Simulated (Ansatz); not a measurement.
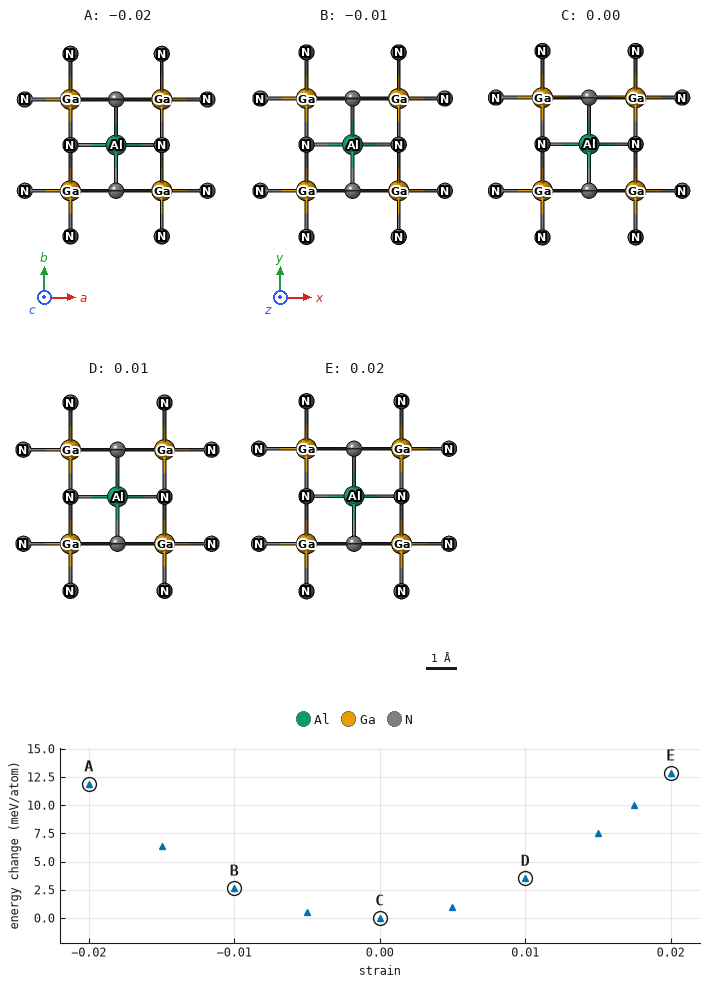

A crystal of AlGaN₂ (P-4m2): the cell is strained equally along x and y, with the atoms kept at their fractional coordinates. x, y and z are the Cartesian axes of the input. The lettered frames are marked on the plot. Style: ball-and-stick. Shown: the cell of the calculation, along the c axis.

Theory: Ansatz 0.2.0, DFT r2SCAN, scalar-relativistic, plane waves, PAW. Set-up: plane-wave cutoff 500 eV; k-point mesh 8 × 8 × 6; occupations gaussian; smearing width 0.05 eV; no spin polarisation. Energies (free energies at the smearing named) are counted from the cell as listed in its source, which wasn't relaxed.

Read off the main features of the energy profile.

Answer. Of the computed points the lowest is at the strain 0.00, 0.0 meV/atom. At the ends of the scan the energy is 11.9 meV/atom (−0.02) and 12.9 meV/atom (0.02). The curvature at zero strain, (1/V) d²E/dε², is about 910 GPa; it is C₁₁ + C₂₂ + 2C₁₂ with clamped ions. The distortion keeps the space group P-4m2. At the strain −0.02 the cell of the drawing goes a 3.141 → 3.078 Å, b 3.141 → 3.078 Å.
